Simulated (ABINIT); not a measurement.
Phonons q calculation of Sn (part 1 of 2)

System: Sn (2 atoms in the cell).
Method: Kohn-Sham DFT of a periodic cell, PBEsol, Ansatz PAW PBE default generated set, frozen core, no spin polarisation (ABINIT 10.8.3).

The structure derives from an entry of the Crystallography Open Database.

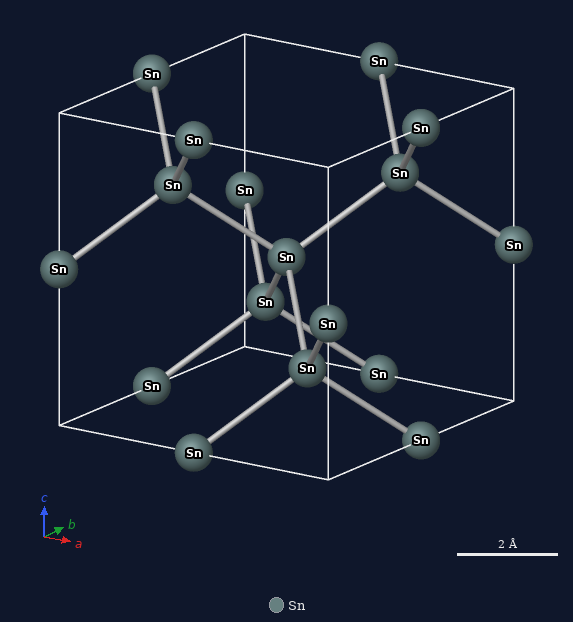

Figure 1. The structure as given in the input (ball-and-stick view of the cell 4 times as large as that of the calculation, set on its symmetry axes, seen at an oblique angle). An atom can appear more than once, as a periodic image.

### The input
```
# Datasets
ndtset 2

# Pseudopotentials
pp_dirpath "./"
pseudos "Sn.GGA_PBE-ansatz.xml"

# Structure
acell 4.6320193741 4.6320193741 4.6320193741 Angstrom
rprim
     0.0000000000     0.7071067812     0.7071067812
     0.7071067812     0.0000000000     0.7071067812
     0.7071067812     0.7071067812     0.0000000000
ntypat 1
znucl 50
natom 2
typat 1 1
chkprim 0
chksymtnons 0
tolsym 1.0e-6
xred
            3/4            3/4            3/4
            1/2            1/2            1/2

# Plane-wave basis
ecut 419.055348 eV
pawecutdg 30.8
pawxcdev 0
ecutsm 0.5

# k points
ngkpt 8 8 8
nshiftk 1
shiftk 0.0 0.0 0.0

# Exchange and correlation
ixc -116133

# Bands and occupations
nband 22
occopt 4
tsmear 0.00367493

# SCF cycle
nstep 80

# Output
prteig 0
prtebands 0
prtwf 0
prtden 0
prtpot 0

# Dataset 1: ground state
kptopt1 1
tolvrs1 1.0e-11
prtwf1 1
tolwfr1 1.0e-14
nbdbuf1 4
nline1 6

# Dataset 2: atomic displacements at q = 0.5 0.5 0.5
rfphon2 1
rfatpol2 1 2
rfdir2 1 1 1
getwfk2 1
kptopt2 3
nqpt2 1
qpt2 1/2 1/2 1/2
tolvrs2 1.0e-8
```

Machine: 4 threads of Intel Xeon @ 2.50GHz (Skylake/Cascade Lake), 96 GiB of memory available, shared host.

Run as:
```bash
mpirun --bind-to none -np 4 abinit run.abi > log 2>&1
```

### Output
```
.Version 10.8.3 of ABINIT
 DATASET    1 : space group Fd -3 m (#227); Bravais cF (face-center cubic)
================================================================================
 Values of the parameters that define the memory need for DATASET  1.
     intxc =       0    ionmov =       0      iscf =      17    lmnmax =      32
     lnmax =       8     mgfft =      32  mpssoang =       4    mqgrid =    3001
     natom =       2  nloc_mem =       2    nspden =       1   nspinor =       1
    nsppol =       1      nsym =      48    n1xccc =       1    ntypat =       1
    occopt =       4   xclevel =       2
       mpw =        1384          nfft =       32768          nkpt =          29
Pmy_natom=         1
 PAW method is used; the additional fine FFT grid is defined by:
   mgfftf=        45    nfftf =     91125
================================================================================
================================================================================

 DATASET    2 : space group Fd -3 m (#227); Bravais cF (face-center cubic)
================================================================================
 Values of the parameters that define the memory need for DATASET  2 (RF).
     intxc =       0      iscf =       7    lmnmax =      32     lnmax =       8
     mgfft =      32  mpssoang =       4    mqgrid =    3001     natom =       2
  nloc_mem =       2    nspden =       1   nspinor =       1    nsppol =       1
      nsym =      48    n1xccc =       1    ntypat =       1    occopt =       4
   xclevel =       2
      nfft =       32768          nkpt =         512
Pmy_natom=         1
================================================================================
================================================================================

--------------------------------------------------------------------------------
------------- Echo of variables that govern the present computation ------------
--------------------------------------------------------------------------------
 -outvars: echo values of preprocessed input variables --------
            acell      8.7532480269E+00  8.7532480269E+00  8.7532480269E+00 Bohr
              amu      1.18710000E+02
          chkprim           0
      chksymtnons           0
             ecut      1.54000000E+01 Hartree
           ecutsm      5.00000000E-01 Hartree
           getwfk1          0
           getwfk2          1
             iscf1         17
             iscf2          7
                       outvar_i_n : Printing only first  50 k-points.
              ixc     -116133
           jdtset        1    2
                       outvar_i_n : Printing only first  50 k-points.
           kptopt1          1
           kptopt2          3
         kptrlatt        8    0    0      0    8    0      0    0    8
          kptrlen      7.00259842E+01
            natom           2
            nband1         22
            nband2         22
           nbdbuf1          4
           nbdbuf2          2
           ndtset           2
            ngfft          32      32      32
          ngfftdg1         45      45      45
          ngfftdg2         48      48      48
             nkpt1         29
             nkpt2        512
            nline1          6
            nline2          4
             nqpt1          0
             nqpt2          1
            nstep          80
             nsym          48
           ntypat           1
                       prtocc : prtvol=0, do not print more k-points.
           occopt           4
        optdriver1          0
        optdriver2          1
        pawecutdg      3.08000000E+01 Hartree
         pawxcdev           0
           prtden           0
        prtebands           0
           prteig           0
            prtwf1          1
            prtwf2          0
              qpt1     0.00000000E+00  0.00000000E+00  0.00000000E+00
              qpt2     5.00000000E-01  5.00000000E-01  5.00000000E-01
           rfphon1          0
           rfphon2          1
            rprim      0.0000000000E+00  7.0710678120E-01  7.0710678120E-01
                       7.0710678120E-01  0.0000000000E+00  7.0710678120E-01
                       7.0710678120E-01  7.0710678120E-01  0.0000000000E+00
          spgroup         227
           tolsym      1.00000000E-06
           tolvrs1     1.00000000E-11
           tolvrs2     1.00000000E-08
           tolwfr1     1.00000000E-14
           tolwfr2     0.00000000E+00
           tsmear      3.67493000E-03 Hartree
            typat      1  1
           useylm           1
                       outvars : Printing only first  50 k-points.
           xangst      4.9129984651E+00  4.9129984651E+00  4.9129984651E+00
                       3.2753323101E+00  3.2753323101E+00  3.2753323101E+00
            xcart      9.2842215561E+00  9.2842215561E+00  9.2842215561E+00
                       6.1894810374E+00  6.1894810374E+00  6.1894810374E+00
             xred      7.5000000000E-01  7.5000000000E-01  7.5000000000E-01
                       5.0000000000E-01  5.0000000000E-01  5.0000000000E-01
            znucl       50.00000

================================================================================

 chkinp: Checking input parameters for consistency, jdtset=   1.

 chkinp: Checking input parameters for consistency, jdtset=   2.

================================================================================
== DATASET  1 ==================================================================

--- !DatasetInfo
iteration_state: {dtset: 1, }
dimensions: {natom: 2, nkpt: 29, mband: 22, nsppol: 1, nspinor: 1, nspden: 1, mpw: 1384, }
cutoff_energies: {ecut:  15.4, pawecutdg:  30.8, }
electrons: {nelect:   2.80000000E+01, charge:   0.00000000E+00, occopt:   4.00000000E+00, tsmear:   3.67493000E-03, }
meta: {optdriver: 0, ionmov: 0, optcell: 0, iscf: 17, paral_kgb: 0, }
...

 Real(R)+Recip(G) space primitive vectors, cartesian coordinates (Bohr,Bohr^-1):
 R(1)=  0.0000000  6.1894810  6.1894810  G(1)= -0.0807822  0.0807822  0.0807822
 R(2)=  6.1894810  0.0000000  6.1894810  G(2)=  0.0807822 -0.0807822  0.0807822
 R(3)=  6.1894810  6.1894810  0.0000000  G(3)=  0.0807822  0.0807822 -0.0807822
 Unit cell volume ucvol=  4.7423402E+02 bohr^3
 Angles (23,13,12)=  6.00000000E+01  6.00000000E+01  6.00000000E+01 degrees

 Coarse grid specifications (used for wave-functions):

 getcut: wavevector=  0.0000  0.0000  0.0000  ngfft=  32  32  32
         ecut(hartree)=     15.400   => boxcut(ratio)=   2.06945

 Fine grid specifications (used for densities):

 getcut: wavevector=  0.0000  0.0000  0.0000  ngfft=  45  45  45
         ecut(hartree)=     30.800   => boxcut(ratio)=   2.01207

--- Pseudopotential description ------------------------------------------------
- pspini: atom type   1  psp file is ./Sn.GGA_PBE-ansatz.xml
 Pseudopotential format is: paw10
 basis_size (lnmax)=  8 (lmn_size= 32), orbitals=   0   0   1   1   2   2   3   3
 Spheres core radius: rc_sph= 2.63805767
 Shapefunction is NUMERIC type: directly read from atomic data file
 Radius for shape functions =  2.63805767
 Compensation charge density is not taken into account in XC energy/potential

   3.20408443E+03                                ecore*ucvol(ha*bohr**3)
--------------------------------------------------------------------------------

================================================================================

--- !BeginCycle
iteration_state: {dtset: 1, }
solver: {iscf: 17, nstep: 80, nline: 6, wfoptalg: 10, }
tolerances: {tolwfr: 1.00E-14, tolvrs: 1.00E-11, }
...

     iter   Etot(hartree)      deltaE(h)  residm     nres2
 ETOT  1  -139.11805334694    -1.391E+02 3.525E-01 1.429E+00
 ETOT  2  -139.41636153916    -2.983E-01 2.710E-05 1.697E-01
 ETOT  3  -139.41550365277     8.579E-04 1.442E-05 3.720E-02
 ETOT  4  -139.41530386161     1.998E-04 4.683E-06 4.858E-03
 ETOT  5  -139.41530429342    -4.318E-07 4.998E-07 9.629E-04
 ETOT  6  -139.41532382244    -1.953E-05 3.819E-07 2.443E-05
 ETOT  7  -139.41532480187    -9.794E-07 2.666E-08 1.974E-06
 ETOT  8  -139.41532483465    -3.279E-08 1.776E-09 4.852E-08
 ETOT  9  -139.41532483509    -4.329E-10 6.455E-12 2.242E-09
 ETOT 10  -139.41532483509    -2.728E-12 4.093E-13 1.791E-10
 ETOT 11  -139.41532483509    -1.364E-12 3.330E-14 2.545E-12
 ETOT 12  -139.41532483509     1.734E-12 9.976E-15 1.511E-13

 At SCF step   12  max residual=  9.98E-15 < tolwfr=  1.00E-14 AND nres2   =  1.51E-13 < tolvrs=  1.00E-11 =>converged.

 Cartesian components of stress tensor (hartree/bohr^3)
  sigma(1 1)=  7.69518001E-06  sigma(3 2)=  0.00000000E+00
  sigma(2 2)=  7.69518001E-06  sigma(3 1)=  0.00000000E+00
  sigma(3 3)=  7.69518001E-06  sigma(2 1)=  0.00000000E+00

--- !ResultsGS
iteration_state: {dtset: 1, }
comment   : Summary of ground state results
lattice_vectors:
- [  0.0000000,   6.1894810,   6.1894810, ]
- [  6.1894810,   0.0000000,   6.1894810, ]
- [  6.1894810,   6.1894810,   0.0000000, ]
lattice_lengths: [   8.75325,    8.75325,    8.75325, ]
lattice_angles: [ 60.000,  60.000,  60.000, ] # degrees, (23, 13, 12)
lattice_volume:   4.7423402E+02
convergence: {deltae:  1.734E-12, res2:  1.511E-13, residm:  9.976E-15, diffor: null, }
etotal    :  -1.39415325E+02
entropy   :   0.00000000E+00
fermie    :   2.38029416E-02
cartesian_stress_tensor: # hartree/bohr^3
- [  7.69518001E-06,   0.00000000E+00,   0.00000000E+00, ]
- [  0.00000000E+00,   7.69518001E-06,   0.00000000E+00, ]
- [  0.00000000E+00,   0.00000000E+00,   7.69518001E-06, ]
pressure_GPa:  -2.2640E-01
xred      :
- [  7.5000E-01,   7.5000E-01,   7.5000E-01, Sn]
- [  5.0000E-01,   5.0000E-01,   5.0000E-01, Sn]
cartesian_forces: # hartree/bohr
- [  3.18629664E-32,   1.80556810E-31,  -3.50492630E-31, ]
- [ -3.18629664E-32,  -1.80556810E-31,   3.50492630E-31, ]
force_length_stats: {min:   3.95551633E-31, max:   3.95551633E-31, mean:   3.95551633E-31, }
...

 Integrated electronic density in atomic spheres:
 ------------------------------------------------
 Atom  Sphere_radius  Integrated_density
    1        2.63806         12.30044655
    2        2.63806         12.28666306

================================================================================

 ----iterations are completed or convergence reached----
```
